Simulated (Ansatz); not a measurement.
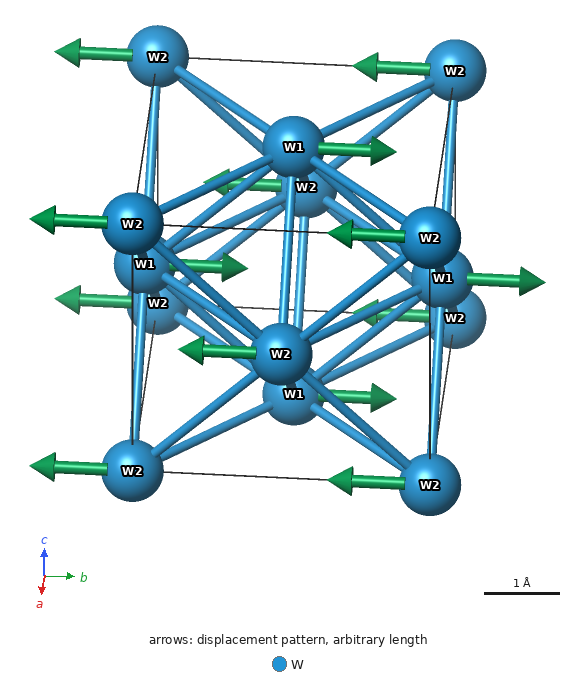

Lattice vibrations of solid W, space group Fm-3m (No. 225), at the zone centre of a doubled cell. The levels lie at 105 (×2), 217 cm⁻¹. One mode is drawn. Displacements are drawn as green arrows; their common scale and sign are arbitrary. A ball-and-stick model of the conventional cell (2 times the calculation's cell), seen from a free direction. Lengths and directions refer to the drawn axes.

Theory: DFT PBEsol, scalar-relativistic, plane waves, PAW in Ansatz. Settings: plane-wave cutoff 420 eV; k-point mesh 22 × 22 × 16; occupations gaussian; smearing width 0.15 eV; no spin polarisation.

**Which of these frequencies is the drawn mode's?**

The level at 105 cm⁻¹. This is a doubly degenerate mode (one member of the set is drawn), the lowest level (the three translations aside). All motion is along b; atoms of one kind move against one another, with no net shift of their sublattice. It changes sign from one half of the doubled cell to the other: it belongs to the zone boundary, q = (0, 1/2, 1/2) in the reciprocal vectors of the undoubled cell.
